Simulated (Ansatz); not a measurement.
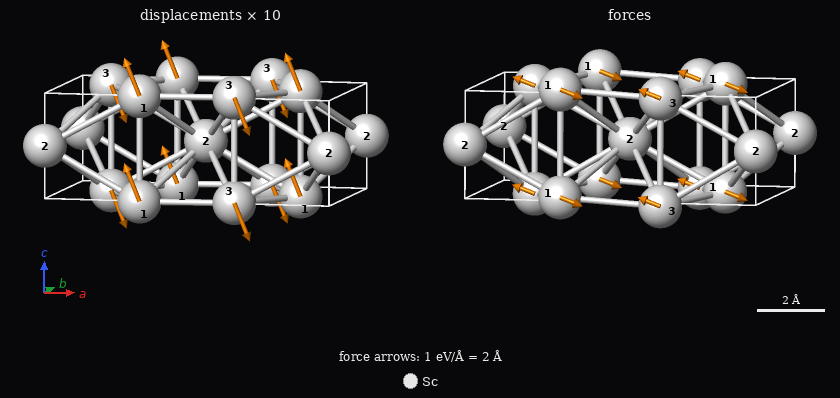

Left: a symmetric starting cell of Sc, with orange arrows for the displacements applied to it (without the part that the change of the cell carries along). Right: the displaced structure with the computed forces. Besides, the cell is strained by +3.8 % along b, +2.7 % along [1 0 3], +2.0 % along [1 0 −2] (volume +8.8 %). The picture is a ball-and-stick view of the conventional cell (2 times the calculation's cell), seen slightly off an axis. Lengths and directions refer to the drawn axes.

The calculation used DFT PBEsol, scalar-relativistic, plane waves, PAW in Ansatz 0.2.0. (plane-wave cutoff 420 eV; k-point mesh 10 × 10 × 14; occupations gaussian; smearing width 0.1 eV; no spin polarisation)

Question: Where do the forces point?

Answer: Atoms are displaced by 0.13 Å relative to the cell: Sc1 0.13 Å in a general direction near [−1 0 3]. No relaxation follows. The starting cell wasn't computed here and needn't be at equilibrium, so pressure and forces aren't due to the change alone. Some distances before and after: Sc–Sc 3.305 → 3.484 Å, Sc–Sc 2.938 → 3.107 Å, Sc–Sc 3.334 → 3.436 Å, Sc–Sc 3.319 → 3.397 Å. The space group stays C2/m (No. 12). The pressure is −4.1 GPa (not all of it need come from the change, since the unchanged cell can be under pressure at this level too). The principal stresses (compression positive) are −3.6 GPa along b, −4.0 GPa roughly along c, −4.5 GPa along [1 0 1]. The largest forces, 0.37 eV/Å, act on Sc1 and Sc3; on Sc3 it points along [−1 0 1]. The forces point partly back along the displacements (cosine −0.68).
